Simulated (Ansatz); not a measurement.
Here is a crystal structure:

```yaml
crystal:
  lattice:
    - [6.64537, 0.00000, 0.00000]
    - [0.00000, 3.73112, 0.00000]
    - [0.00000, 0.00000, 5.11271]
  atoms:
    - { symbol: Ti, position: [0.67611, 0.25000, 0.37059] }
    - { symbol: Ti, position: [0.32389, 0.75000, 0.62941] }
    - { symbol: Ti, position: [0.82389, 0.75000, 0.87059] }
    - { symbol: Ti, position: [0.17611, 0.25000, 0.12941] }
    - { symbol: Si, position: [0.54412, 0.25000, 0.85363] }
    - { symbol: Si, position: [0.45588, 0.75000, 0.14637] }
    - { symbol: Si, position: [0.95588, 0.75000, 0.35363] }
    - { symbol: Si, position: [0.04412, 0.25000, 0.64637] }
```

Summarise the structure in words.

Formula: TiSi. Its lattice is primitive orthorhombic, its space group Pnma (No. 62). Atoms per cell: 8 (4 Ti, 4 Si). The neighbours of Ti are seven Si at 2.62 to 2.82 Å. Si is surrounded by seven Ti and two Si (2.62 to 2.82 Å to Ti, 2.46 Å to Si). Not all metal-metal contacts are counted. The bonds build a three-dimensional framework.

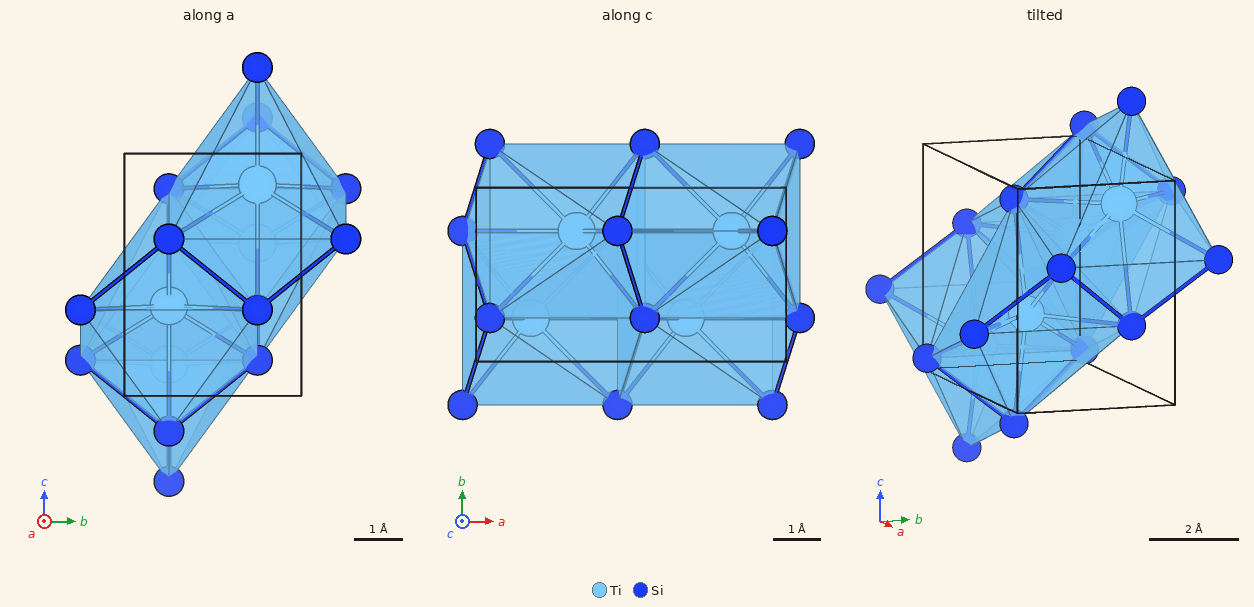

Drawn in the polyhedral manner and seen along the a axis, along the c axis and slightly off an axis. One conventional unit cell is framed, with atoms on its boundary repeated. Some neighbours outside the box are added.

It goes back to a structure listed in the Materials Project. The cell was then strained or its atoms displaced on purpose. It went into a calculation with Ansatz.

At this level of theory the cell isn't at rest (stretched, at -12 GPa), so its distances can differ from those at equilibrium, the more so the softer the solid.
